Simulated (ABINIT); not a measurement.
## Run report: Ag, optical-spectrum calculation (part 1 of 2)

Ag (P6/mmm, 4 atoms in the cell), computed with Kohn-Sham DFT of a periodic cell, LDA, HGH LDA semicore, no spin polarisation (ABINIT 10.8.3).

The structure was built on a prototype by a generator; it need not be a known phase. The geometry was changed: volume scaled by 0.92.

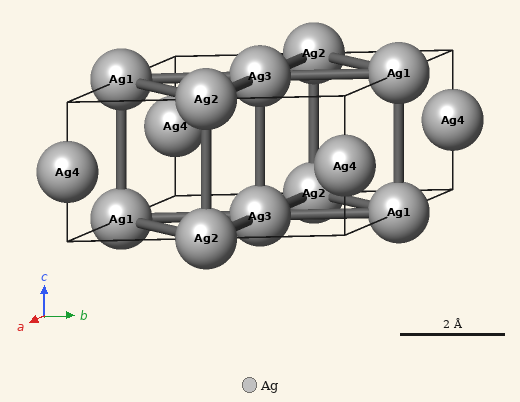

**Figure 1.** The structure (ball-and-stick view of the cell of the calculation, seen slightly off an axis; atoms are numbered from 1 in the order of the input). An atom can appear more than once, as a periodic image.

### Input
```
ndtset 3

pp_dirpath "./"
pseudos "Ag_sc.hgh"

acell 3*1.0
rprim
    10.1774077926     0.0000000000     0.0000000000
    -5.0887038962     8.8139052501     0.0000000000
     0.0000000000     0.0000000000     5.1520572232
ntypat 1
znucl 47
natom 4
typat 1 1 1 1
chkprim 0
chksymtnons 0
tolsym 1.0e-6
xred
            1/2            0.0            0.0
            0.0            1/2            0.0
            1/2            1/2            0.0
            0.0            0.0            1/2

ecut 45.0

ngkpt 10 10 16
nshiftk 1
shiftk 0.0 0.0 0.5
istwfk *1

ixc 7

occopt 4
tsmear 0.136 eV

nstep 80
diemac 12.0
npulayit 2

iomode 3
prteig 0
prtebands 0

nband1 27
tolvrs1 1.0e-12
prtden1 1
prtwf1 0
kptopt1 1

iscf2 -3
getden2 1
nband2 38
nbdbuf2 4
tolwfr2 1.0e-12
nstep2 120
prtden2 0
kptopt2 1

optdriver3 8
wfk_task3 "wfk_optics_fullbz"
getwfk3 2
nband3 34
kptopt3 1
prtevk3 1
inclvkb3 2
```

### File optic.abi
```
&FILES
 ddkfile_1 = 'runo_DS3_1_EVK.nc',
 ddkfile_2 = 'runo_DS3_2_EVK.nc',
 ddkfile_3 = 'runo_DS3_3_EVK.nc',
 wfkfile = 'runo_DS3_WFK.nc'
/
&PARAMETERS
 broadening = 0.003675,
 domega = 0.002,
 maxomega = 0.8,
 scissor = 0.000000,
 tolerance = 0.002
/
&COMPUTATIONS
 num_lin_comp = 2,
 lin_comp = 11,33,
 num_nonlin_comp = 0
/
```

Hardware: 4 threads of Intel Xeon (Granite Rapids), 32 GiB of memory available, shared host.

Launch command:
```bash
mpirun --bind-to none -np 4 abinit run.abi > log 2>&1
optic optic.abi > optic.log 2>&1
```

### Log
```
.Version 10.8.3 of ABINIT
 DATASET    1 : space group Cm m m (# 65); Bravais oC (1-face-center ortho.)
================================================================================
 Values of the parameters that define the memory need for DATASET  1.
     intxc =       0    ionmov =       0      iscf =       7    lmnmax =       7
     lnmax =       7     mgfft =      64  mpssoang =       3    mqgrid =    3001
     natom =       4  nloc_mem =       1    nspden =       1   nspinor =       1
    nsppol =       1      nsym =       8    n1xccc =       0    ntypat =       1
    occopt =       4   xclevel =       1
       mpw =        6706          nfft =      131072          nkpt =         248
================================================================================
================================================================================

 DATASET    2 : space group Cm m m (# 65); Bravais oC (1-face-center ortho.)
================================================================================
 Values of the parameters that define the memory need for DATASET  2.
     intxc =       0    ionmov =       0      iscf =      -3    lmnmax =       7
     lnmax =       7     mgfft =      64  mpssoang =       3    mqgrid =    3001
     natom =       4  nloc_mem =       1    nspden =       1   nspinor =       1
    nsppol =       1      nsym =       8    n1xccc =       0    ntypat =       1
    occopt =       4   xclevel =       1
       mpw =        6706          nfft =      131072          nkpt =         248
================================================================================
================================================================================

 DATASET    3 : space group Cm m m (# 65); Bravais oC (1-face-center ortho.)
================================================================================
 Values of the parameters that define the memory need for DATASET  3.
     intxc =       0    ionmov =       0      iscf =       7    lmnmax =       7
     lnmax =       7     mgfft =      64  mpssoang =       3    mqgrid =    3001
     natom =       4  nloc_mem =       1    nspden =       1   nspinor =       1
    nsppol =       1      nsym =       8    n1xccc =       0    ntypat =       1
    occopt =       4   xclevel =       1
       mpw =        6706          nfft =      131072          nkpt =         248
================================================================================
================================================================================

--------------------------------------------------------------------------------
------------- Echo of variables that govern the present computation ------------
--------------------------------------------------------------------------------
 -outvars: echo values of preprocessed input variables --------
            acell      1.0177412797E+01  1.0177417801E+01  5.1520572232E+00 Bohr
              amu      1.07868200E+02
          chkprim           0
      chksymtnons           0
           diemac      1.20000000E+01
             ecut      4.50000000E+01 Hartree
           getden1          0
           getden2          1
           getden3          0
           getwfk1          0
           getwfk2          0
           getwfk3          2
             iscf1          7
             iscf2         -3
             iscf3          7
              ixc           7
           jdtset        1    2    3
                       outvar_i_n : Printing only first  50 k-points.
         kptrlatt       10    0    0      0   10    0      0    0   16
          kptrlen      8.24329156E+01
            natom           4
            nband1         27
            nband2         38
            nband3         34
           nbdbuf1          0
           nbdbuf2          4
           nbdbuf3          0
           ndtset           3
            ngfft          64      64      32
             nkpt         248
         npulayit           2
            nstep1         80
            nstep2        120
            nstep3         80
             nsym           8
           ntypat           1
                       prtocc : prtvol=0, do not print more k-points.
                       prtocc : prtvol=0, do not print more k-points.
                       prtocc : prtvol=0, do not print more k-points.
           occopt           4
        optdriver1          0
        optdriver2          0
        optdriver3          8
           prtden1          1
           prtden2          0
           prtden3          1
        prtebands           0
           prteig           0
           prtevk1          0
           prtevk2          0
           prtevk3          1
            prtwf1          0
            prtwf2          1
            prtwf3          1
            rprim      1.0000000000E+00  2.8389081896E-07  0.0000000000E+00
                      -5.0000049171E-01  8.6602511990E-01  0.0000000000E+00
                       0.0000000000E+00  0.0000000000E+00  1.0000000000E+00
           shiftk      0.00000000E+00  0.00000000E+00  5.00000000E-01
          spgroup          65
           tolsym      1.00000000E-06
           tolvrs1     1.00000000E-12
           tolvrs2     0.00000000E+00
           tolvrs3     0.00000000E+00
           tolwfr1     0.00000000E+00
           tolwfr2     1.00000000E-12
           tolwfr3     0.00000000E+00
           tsmear      4.99790782E-03 Hartree
            typat      1  1  1  1
         wfk_task1          0
         wfk_task2          0
         wfk_task3          7
                       outvars : Printing only first  50 k-points.
           xangst      2.6928274572E+00  7.6446899214E-07  0.0000000000E+00
                      -1.3464157147E+00  2.3320573682E+00  0.0000000000E+00
                       1.3464117425E+00  2.3320581327E+00  0.0000000000E+00
                       0.0000000000E+00  0.0000000000E+00  1.3631756350E+00
            xcart      5.0887063985E+00  1.4446370269E-06  0.0000000000E+00
                      -2.5443569525E+00  4.4069497358E+00  0.0000000000E+00
                       2.5443494460E+00  4.4069511804E+00  0.0000000000E+00
                       0.0000000000E+00  0.0000000000E+00  2.5760286116E+00
             xred      5.0000000000E-01  0.0000000000E+00  0.0000000000E+00
                      -1.7751929836E-17  5.0000000000E-01  0.0000000000E+00
                       5.0000000000E-01  5.0000000000E-01  0.0000000000E+00
                       0.0000000000E+00  0.0000000000E+00  5.0000000000E-01
            znucl       47.00000

================================================================================

 chkinp: Checking input parameters for consistency, jdtset=   1.

 chkinp: Checking input parameters for consistency, jdtset=   2.

 chkinp: Checking input parameters for consistency, jdtset=   3.

================================================================================
== DATASET  1 ==================================================================

--- !DatasetInfo
iteration_state: {dtset: 1, }
dimensions: {natom: 4, nkpt: 248, mband: 27, nsppol: 1, nspinor: 1, nspden: 1, mpw: 6706, }
cutoff_energies: {ecut:  45.0, pawecutdg:  -1.0, }
electrons: {nelect:   4.40000000E+01, charge:   0.00000000E+00, occopt:   4.00000000E+00, tsmear:   4.99790782E-03, }
meta: {optdriver: 0, ionmov: 0, optcell: 0, iscf: 7, paral_kgb: 0, }
...

 Exchange-correlation functional for the present dataset will be:
  LDA: Perdew-Wang 92 LSD fit to Ceperley-Alder data - ixc=7
  J.P.Perdew and Y.Wang, PRB 45, 13244 (1992)

 Real(R)+Recip(G) space primitive vectors, cartesian coordinates (Bohr,Bohr^-1):
 R(1)= 10.1774128  0.0000029  0.0000000  G(1)=  0.0982568  0.0567287  0.0000000
 R(2)= -5.0887139  8.8138995  0.0000000  G(2)= -0.0000000  0.1134571  0.0000000
 R(3)=  0.0000000  0.0000000  5.1520572  G(3)=  0.0000000  0.0000000  0.1940972
 Unit cell volume ucvol=  4.6215348E+02 bohr^3
 Angles (23,13,12)=  9.00000000E+01  9.00000000E+01  1.20000016E+02 degrees

 getcut: wavevector=  0.0000  0.0000  0.0000  ngfft=  64  64  32
         ecut(hartree)=     45.000   => boxcut(ratio)=   2.05683

--- Pseudopotential description ------------------------------------------------
- pspini: atom type   1  psp file is ./Ag_sc.hgh
  47.00000  11.00000     10605                znucl, zion, pspdat
    3    1    2    0      2001   0.00000      pspcod,pspxc,lmax,lloc,mmax,r2well

 pspatm : COMMENT -
  the projectors are not normalized,
  so that the KB energies are not consistent with
  definition in PRB44, 8503 (1991).
  However, this does not influence the results obtained hereafter.

   4.47426008E+03                                ecore*ucvol(ha*bohr**3)
--------------------------------------------------------------------------------

================================================================================

--- !BeginCycle
iteration_state: {dtset: 1, }
solver: {iscf: 7, nstep: 80, nline: 4, wfoptalg: 0, }
tolerances: {tolvrs: 1.00E-12, }
...

     iter   Etot(hartree)      deltaE(h)  residm     vres2
 ETOT  1  -143.12831634073    -1.431E+02 6.941E-01 2.476E+04
 ETOT  2  -145.57263264775    -2.444E+00 2.342E-02 8.927E+03
 ETOT  3  -147.80535291933    -2.233E+00 2.104E-02 6.701E+02
 ETOT  4  -147.92660533601    -1.213E-01 5.761E-03 1.099E+02
 ETOT  5  -147.94826080414    -2.166E-02 1.116E-03 4.679E+00
 ETOT  6  -147.94881988753    -5.591E-04 3.609E-04 6.878E-02
 ETOT  7  -147.94882688002    -6.992E-06 6.507E-04 2.208E-03
 ETOT  8  -147.94882708791    -2.079E-07 3.492E-04 1.705E-04
 ETOT  9  -147.94882709713    -9.215E-09 5.912E-04 9.780E-05
 ETOT 10  -147.94882710737    -1.024E-08 1.431E-04 4.434E-06
 ETOT 11  -147.94882710809    -7.206E-10 1.651E-04 1.770E-06
 ETOT 12  -147.94882710824    -1.449E-10 3.131E-05 3.809E-07
 ETOT 13  -147.94882710828    -4.482E-11 3.260E-05 8.027E-08
 ETOT 14  -147.94882710828    -3.553E-12 2.009E-05 1.864E-08
 ETOT 15  -147.94882710829    -2.615E-12 2.244E-05 2.131E-09
 ETOT 16  -147.94882710829    -1.933E-12 2.085E-05 8.771E-10
 ETOT 17  -147.94882710829     8.527E-13 1.923E-05 1.807E-10
 ETOT 18  -147.94882710829     2.245E-12 2.052E-05 4.046E-11
 ETOT 19  -147.94882710829    -4.860E-12 1.576E-05 4.447E-12
 ETOT 20  -147.94882710829     2.046E-12 1.912E-05 2.205E-12
 ETOT 21  -147.94882710829     3.695E-13 1.243E-05 3.657E-13

 At SCF step   21       vres2   =  3.66E-13 < tolvrs=  1.00E-12 =>converged.

 Cartesian components of stress tensor (hartree/bohr^3)
  sigma(1 1)=  6.90358958E-05  sigma(3 2)=  0.00000000E+00
  sigma(2 2)=  6.90369483E-05  sigma(3 1)=  0.00000000E+00
  sigma(3 3)=  5.95829127E-05  sigma(2 1)= -9.11478036E-10

--- !ResultsGS
iteration_state: {dtset: 1, }
comment   : Summary of ground state results
lattice_vectors:
- [ 10.1774128,   0.0000029,   0.0000000, ]
- [ -5.0887139,   8.8138995,   0.0000000, ]
- [  0.0000000,   0.0000000,   5.1520572, ]
lattice_lengths: [  10.17741,   10.17742,    5.15206, ]
lattice_angles: [ 90.000,  90.000, 120.000, ] # degrees, (23, 13, 12)
lattice_volume:   4.6215348E+02
convergence: {deltae:  3.695E-13, res2:  3.657E-13, residm:  1.243E-05, diffor: null, }
etotal    :  -1.47948827E+02
entropy   :   0.00000000E+00
fermie    :   2.49121681E-01
cartesian_stress_tensor: # hartree/bohr^3
- [  6.90358958E-05,  -9.11478036E-10,   0.00000000E+00, ]
- [ -9.11478036E-10,   6.90369483E-05,   0.00000000E+00, ]
- [  0.00000000E+00,   0.00000000E+00,   5.95829127E-05, ]
pressure_GPa:  -1.9384E+00
xred      :
- [  5.0000E-01,   0.0000E+00,   0.0000E+00, Ag]
- [ -1.7752E-17,   5.0000E-01,   0.0000E+00, Ag]
- [  5.0000E-01,   5.0000E-01,   0.0000E+00, Ag]
- [  0.0000E+00,   0.0000E+00,   5.0000E-01, Ag]
cartesian_forces: # hartree/bohr
- [ -0.00000000E+00,  -0.00000000E+00,  -0.00000000E+00, ]
- [ -0.00000000E+00,  -0.00000000E+00,  -0.00000000E+00, ]
- [ -0.00000000E+00,  -0.00000000E+00,  -0.00000000E+00, ]
- [ -0.00000000E+00,  -0.00000000E+00,  -0.00000000E+00, ]
force_length_stats: {min:   0.00000000E+00, max:   0.00000000E+00, mean:   0.00000000E+00, }
...

 Integrated electronic density in atomic spheres:
```
